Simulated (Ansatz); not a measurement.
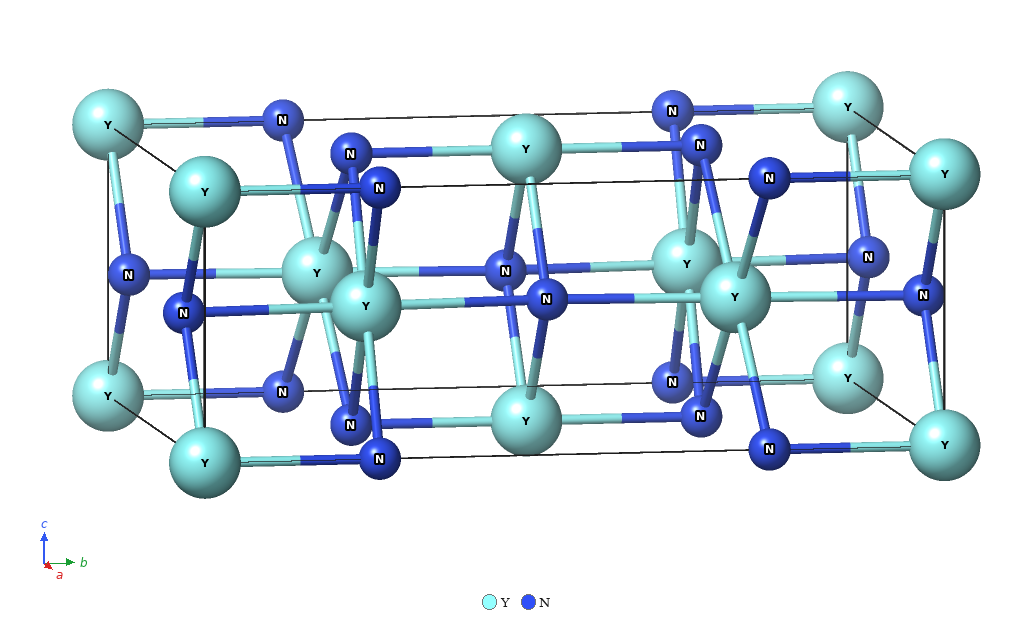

A ball-and-stick rendering, viewed slightly off an axis. The conventional unit cell is outlined; an atom on or near a face, edge or corner is repeated at each equivalent position. Cell: a = 6.87 Å, b = 9.72 Å, c = 3.53 Å, α = 90.00°, β = 90.00°, γ = 90.00°.

Its origin is a structure type filled with these elements by a generator (whether the compound takes this form wasn't checked). Earlier steps of the study may have refined or changed the cell and positions. A calculation with Ansatz used it as input.

What can be read from this drawing?

Formula: Y₃N₄. The structure has Cmmm (No. 65) symmetry and a base-centred orthorhombic lattice. Cell content 6 Y, 8 N; Z = 2. The neighbours of Y are six N in a distorted octahedral arrangement at about 2.3 to 2.5 Å. N takes two kinds of site: 4h with four Y at about 2.3 to 2.4 Å; 4i with five Y in a distorted square pyramidal arrangement at about 2.3 to 2.5 Å. The bonds build a three-dimensional framework.

The calculation used Ansatz, DFT PBE, scalar-relativistic, plane waves, PAW, with 420 eV cutoff, k-points about 0.18 Å⁻¹ apart, Gaussian smearing of 0.1 eV, collinear spins.

Which atoms carry magnetic moments in this run, and how do they order?

The state reached is ferromagnetic. Sizes: N 0.4 to 0.8 μB; net moment 2.8 μB in the run's cell of 7 atoms.

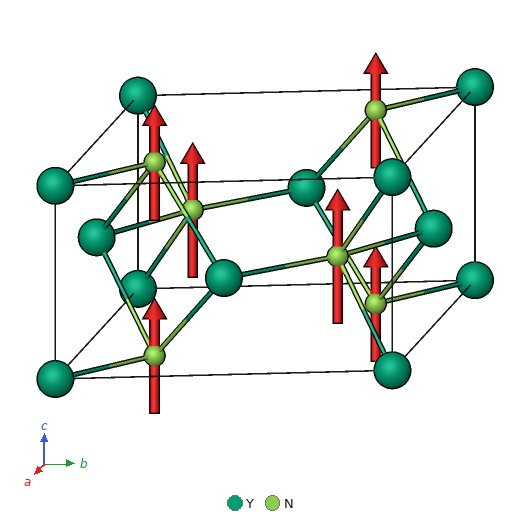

Site moments above 0.25 μB as arrows, small induced ones on non-metal atoms left out (red along the largest or up, blue against, purple across). The run's cell of 7 atoms is drawn, so axes and origin can differ from the first picture.

Does it come out as a metal, or with a gap?

A metal: bands cross the Fermi level.

Give the Bader charge of each element.

Y +1.86 to +1.97 e; N -1.60 to -1.30 e.

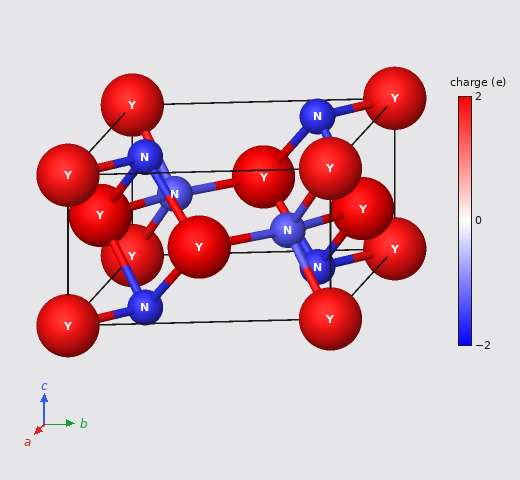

The atoms coloured by those charges. The run's cell of 7 atoms is drawn, so axes and origin can differ from the first picture.

Is this an equilibrium geometry for the method given?

Yes. All forces vanish to within 0.01 eV/Å. The pressure is 0.0 GPa, close to zero.
